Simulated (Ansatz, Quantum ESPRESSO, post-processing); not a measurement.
# Charging 1T-TiS2, 2 layers, AB stacking, part 4 of 5

Aim: potential against charge for 1T-TiS2, 2 layers, AB stacking facing a metal electrode, and the capacitance that follows.

Quantum ESPRESSO 7.5; plane-wave DFT, PBE, GBRV ultrasoft pseudopotentials; geometry by Ansatz 0.2.0 with PAW datasets.

So far. Step 6 (Ground state: charge 0.0151 e): The electrode's potential over the Fermi level goes from 5.832 to 7.656 eV, the far face's from 5.832 to 5.831 eV. Step 7 (Self-consistent run: charge 0.0302 e): The electrode's potential over the Fermi level goes from 7.656 to 9.494 eV, the far face's from 5.831 to 5.833 eV.

## (8) Ground state: charge 0.0604 e

q5.in

```
&control
  prefix = 'q5'
  outdir = './out'
  pseudo_dir = './pseudo'
  calculation = 'scf'
  tprnfor = .true.
/
&system
  ibrav = 0
  nat = 6
  ntyp = 2
  ecutwfc = 40
  ecutrho = 200
  occupations = 'smearing'
  smearing = 'fd'
  degauss = 0.004
  assume_isolated = 'esm'
  esm_bc = 'bc3'
  tot_charge = 0.0604
/
&electrons
  conv_thr = 1e-08
  mixing_beta = 0.4
  electron_maxstep = 120
  mixing_mode = 'local-TF'
  startingpot = 'file'
/
ATOMIC_SPECIES
  S   32.0600  s_pbe_v1.4.uspp.F.UPF
  Ti  47.8670  ti_pbe_v1.4.uspp.F.UPF
CELL_PARAMETERS angstrom
  3.36452520727065 -0.00000000000000 -0.00000000000000
  -1.68226260363533 2.91376430116949 -0.00000000000000
  -0.00000000000000 -0.00000000000000 25.52776578450000
ATOMIC_POSITIONS crystal
  S   0.666666666667 0.333333333333 -0.131155875106
  Ti  0.000000000000 -0.000000000000 -0.074917167663
  S   0.333333333333 0.666666666667 -0.018980912679
  S   -0.000000000000 -0.000000000000 0.097326984185
  Ti  0.333333333333 0.666666666667 0.153263236171
  S   0.666666666667 0.333333333333 0.209501940206
K_POINTS automatic
  24 24 1 0 0 0
```

The run is started by

```sh
$ cp -r out/q4.save out/q5.save
$ OMP_NUM_THREADS=1 mpirun -n 4 pw.x -nk 4 -in q5.in > q5.out
```

The program printed:

```text
[banner, memory and clock lines left out]
Program PWSCF v.7.5 starts
[...]
Message from routine setup:
[...]
number of electrons       =        47.94
     number of Kohn-Sham states=           29
     kinetic-energy cutoff     =      40.0000  Ry
     charge density cutoff     =     200.0000  Ry
[...]
number of k points=    61  Fermi-Dirac smearing, width (Ry)=  0.0040
[...]
Dense  grid:    80827 G-vectors     FFT dimensions: (  30,  30, 225)
[...]
The initial density is read from file :
[...]
negative rho (up, down):  6.342E-03 0.000E+00
     Starting wfcs are   36 randomized atomic wfcs
[...]
negative rho (up, down):  5.506E-03 0.000E+00
[...]
estimated scf accuracy    <       3.01503542 Ry
[...]
negative rho (up, down):  5.678E-03 0.000E+00
[...]
estimated scf accuracy    <       0.19313808 Ry
[...]
negative rho (up, down):  6.654E-03 0.000E+00
[...]
estimated scf accuracy    <       0.13895743 Ry
[...]
negative rho (up, down):  6.544E-03 0.000E+00
[...]
estimated scf accuracy    <       0.03548930 Ry
[...]
negative rho (up, down):  6.245E-03 0.000E+00
[...]
estimated scf accuracy    <       0.03212741 Ry
[...]
negative rho (up, down):  6.245E-03 0.000E+00
[...]
estimated scf accuracy    <       0.02194218 Ry
[...]
negative rho (up, down):  5.158E-03 0.000E+00
[...]
estimated scf accuracy    <       0.03150971 Ry
[...]
negative rho (up, down):  4.701E-03 0.000E+00
[...]
estimated scf accuracy    <       0.00813096 Ry
[...]
negative rho (up, down):  4.691E-03 0.000E+00
[...]
estimated scf accuracy    <       0.00206058 Ry
[...]
negative rho (up, down):  4.696E-03 0.000E+00
[...]
estimated scf accuracy    <       0.00104609 Ry
[...]
negative rho (up, down):  5.351E-03 0.000E+00
[...]
estimated scf accuracy    <       0.00098964 Ry
[...]
negative rho (up, down):  5.387E-03 0.000E+00
[...]
estimated scf accuracy    <       0.00359349 Ry
[...]
negative rho (up, down):  4.788E-03 0.000E+00
[...]
estimated scf accuracy    <       0.00349115 Ry
[...]
negative rho (up, down):  4.845E-03 0.000E+00
[...]
estimated scf accuracy    <       0.00134180 Ry
[...]
negative rho (up, down):  5.143E-03 0.000E+00
[...]
estimated scf accuracy    <       0.00144594 Ry
[...]
negative rho (up, down):  5.666E-03 0.000E+00
[...]
estimated scf accuracy    <       0.00063801 Ry
[...]
negative rho (up, down):  5.722E-03 0.000E+00
[...]
estimated scf accuracy    <       0.00026104 Ry
[...]
negative rho (up, down):  5.702E-03 0.000E+00
[...]
estimated scf accuracy    <       0.00018409 Ry
[...]
negative rho (up, down):  5.777E-03 0.000E+00
[...]
estimated scf accuracy    <       0.00001780 Ry
[...]
negative rho (up, down):  5.780E-03 0.000E+00
[...]
estimated scf accuracy    <       0.00000920 Ry
[...]
negative rho (up, down):  5.846E-03 0.000E+00
[...]
estimated scf accuracy    <       0.00000937 Ry
[...]
negative rho (up, down):  5.936E-03 0.000E+00
[...]
estimated scf accuracy    <       0.00000864 Ry
[...]
negative rho (up, down):  5.934E-03 0.000E+00
[...]
estimated scf accuracy    <       0.00000755 Ry
[...]
negative rho (up, down):  5.956E-03 0.000E+00
[...]
estimated scf accuracy    <       0.00000777 Ry
[...]
negative rho (up, down):  5.925E-03 0.000E+00
[...]
estimated scf accuracy    <       0.00000832 Ry
[...]
negative rho (up, down):  5.975E-03 0.000E+00
[...]
estimated scf accuracy    <       0.00000428 Ry
[...]
negative rho (up, down):  6.208E-03 0.000E+00
[...]
estimated scf accuracy    <       0.00000237 Ry
[...]
negative rho (up, down):  6.335E-03 0.000E+00
[...]
estimated scf accuracy    <       0.00000194 Ry
[...]
negative rho (up, down):  6.342E-03 0.000E+00
[...]
estimated scf accuracy    <       0.00000062 Ry
[...]
negative rho (up, down):  6.336E-03 0.000E+00
[...]
estimated scf accuracy    <       0.00000070 Ry
[...]
negative rho (up, down):  6.348E-03 0.000E+00
[...]
estimated scf accuracy    <       0.00000067 Ry
[...]
negative rho (up, down):  6.340E-03 0.000E+00
[...]
estimated scf accuracy    <       0.00000066 Ry
[...]
negative rho (up, down):  6.360E-03 0.000E+00
[...]
estimated scf accuracy    <       0.00000063 Ry
[...]
negative rho (up, down):  6.377E-03 0.000E+00
[...]
estimated scf accuracy    <       0.00000015 Ry
[...]
negative rho (up, down):  6.384E-03 0.000E+00
[...]
estimated scf accuracy    <       0.00000025 Ry
[...]
negative rho (up, down):  6.396E-03 0.000E+00
[...]
estimated scf accuracy    <       0.00000032 Ry
[...]
negative rho (up, down):  6.388E-03 0.000E+00
[...]
estimated scf accuracy    <       0.00000023 Ry
[...]
negative rho (up, down):  6.386E-03 0.000E+00
[...]
estimated scf accuracy    <       0.00000020 Ry
[...]
negative rho (up, down):  6.377E-03 0.000E+00
[...]
estimated scf accuracy    <       0.00000011 Ry
[...]
negative rho (up, down):  6.374E-03 0.000E+00
[...]
estimated scf accuracy    <       0.00000006 Ry
[...]
negative rho (up, down):  6.388E-03 0.000E+00
[...]
estimated scf accuracy    <       0.00000005 Ry
[...]
negative rho (up, down):  6.394E-03 0.000E+00
[...]
estimated scf accuracy    <       0.00000004 Ry
[...]
negative rho (up, down):  6.398E-03 0.000E+00
[...]
the Fermi energy is   -13.2041 ev
!    total energy              =    -335.41937728 Ry
     estimated scf accuracy    <          5.6E-09 Ry
     smearing contrib. (-TS)   =      -0.00047839 Ry
     internal energy E=F+TS    =    -335.41889889 Ry
[...]
one-electron contribution =  -31270.74792109 Ry
     hartree contribution      =   15614.68621827 Ry
     xc contribution           =     -69.83524449 Ry
     ewald contribution        =   15390.47804842 Ry
     convergence has been achieved in  43 iterations
     negative rho (up, down):  6.398E-03 0.000E+00
[...]
Total force =     0.011452     Total SCF correction =     0.000264
[...]
```

Run time: 4.7 min. Hardware: 4 MPI ranks of Arm Neoverse V2, shared host; peak memory 0.77 GiB; 19 min of CPU time.

This step gave:

| Quantity | Value |
| --- | --- |
| Fermi energy | -13.20 eV |
| vacuum line at the lower end of the cell, over the Fermi level | 5.845 eV |
| slope of the potential above | 1.115 eV/Å |
| vacuum line at the upper end of the cell, over the Fermi level | 13.20 eV |

The electrode's potential over the Fermi level goes from 9.494 to 13.204 eV, the far face's from 5.833 to 5.845 eV.

Gauss's law asks for a slope of 180.95 q/A = 1.115 eV/Å in the gap; the run gives 1.115.

Each curve counts from the Fermi level of its own run.

The potential energy (potential at -0.0302 e) oscillates, so the rows of the table below give means over windows of 2 Å about each position, cut where the curve ends. Its maxima inside the range that stand out by 2 % of the span (Å: eV): -2.7: -5.70, -1.1: -5.78, 1.0: 4.93, 3.2: -5.84, 4.7: -5.71, 7.2: 5.16. Its minima: -3.3: -11.6, -1.9: -14.8, -0.6: -11.6, 2.5: -11.6, 3.9: -14.8, 5.3: -11.6.

The runs together. The potential energy by z; means over each step:

```csv
z (Å),potential at -0.0302 e (eV),potential at -0.0151 e (eV),potential at 0 e (eV),potential at 0.0151 e (eV),potential at 0.0302 e (eV),potential at 0.0604 e (eV)
-12,5.83,5.83,5.83,5.83,5.83,5.85
-10,5.83,5.83,5.83,5.83,5.83,5.85
-8,5.83,5.83,5.83,5.83,5.83,5.85
-6,5.79,5.79,5.79,5.79,5.79,5.81
-4,-1.97,-1.97,-1.97,-1.97,-1.97,-1.96
-2,-9.48,-9.48,-9.48,-9.48,-9.48,-9.47
0,-3.23,-3.23,-3.22,-3.22,-3.21,-3.19
2,-3.25,-3.24,-3.22,-3.20,-3.17,-3.10
4,-9.52,-9.49,-9.47,-9.43,-9.40,-9.30
6,-2.15,-2.07,-1.98,-1.89,-1.79,-1.57
8,4.82,5.30,5.79,6.29,6.81,7.87
10,3.76,4.79,5.83,6.89,7.95,10.1
12,2.73,4.27,5.83,7.40,8.99,12.2
```

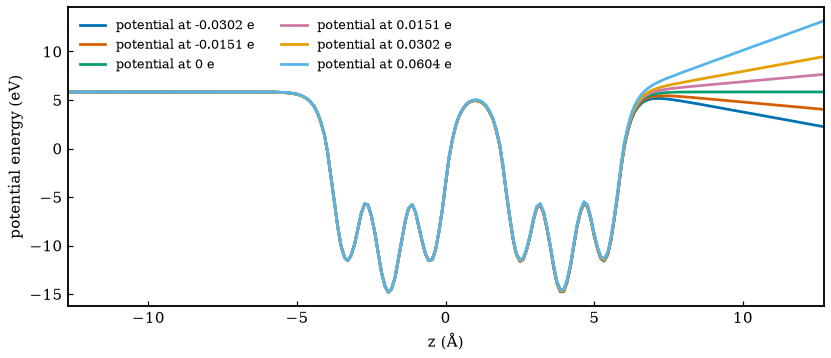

Potential energy against z.

## (9) Potential against charge, and the capacitance

This step gave:

| Item | Value |
| --- | --- |
| mean capacitance (straight-line fit) | 1.348 μF/cm² |
| effective gap ε₀/C | 6.568 Å |

Table of electrode's potential less the Fermi level by charge of the slab:

```csv
charge of the slab (1e13 e/cm²),electrode's potential less the Fermi level (eV)
-3.08,2.22
-1.54,4.02
0.00,5.83
1.54,7.66
3.08,9.49
6.16,13.2
```

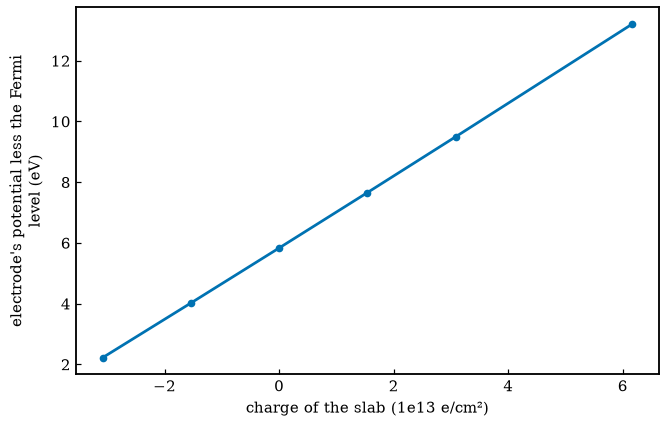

Electrode's potential less the Fermi level, plotted against charge of the slab.

Table of differential capacitance by charge of the slab:

```csv
charge of the slab (1e13 e/cm²),differential capacitance (μF/cm²)
-2.31,1.37
-0.77,1.36
0.77,1.35
2.31,1.34
4.62,1.33
```

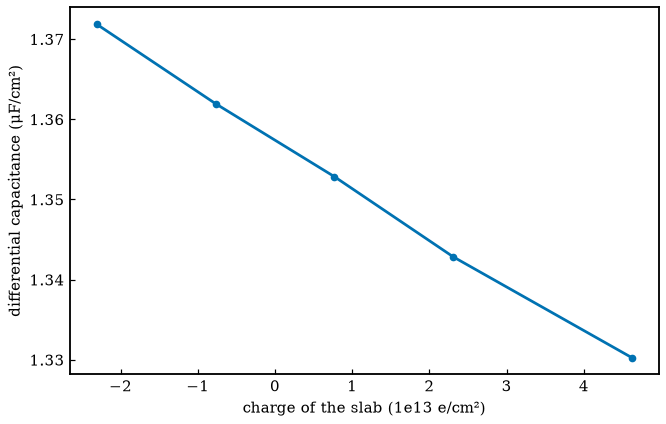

Differential capacitance, plotted against charge of the slab.

(Continued in part 5 of 5.)

[Logs are printed without paths, hosts, clocks, repeated set-up lines and the standing remarks that a program may print on its own settings, such as how far it seeks lower states.]

[Hosts, paths, dates, database ids (printed as entryN), source tags and the programs' standing remarks are cut or masked in the printed files.]

[Maps of the electrostatic potential energy from Ansatz leave out the sawtooth potential of an applied field or a dipole correction, so their vacuum need not be flat; planar profiles and work functions include it.]
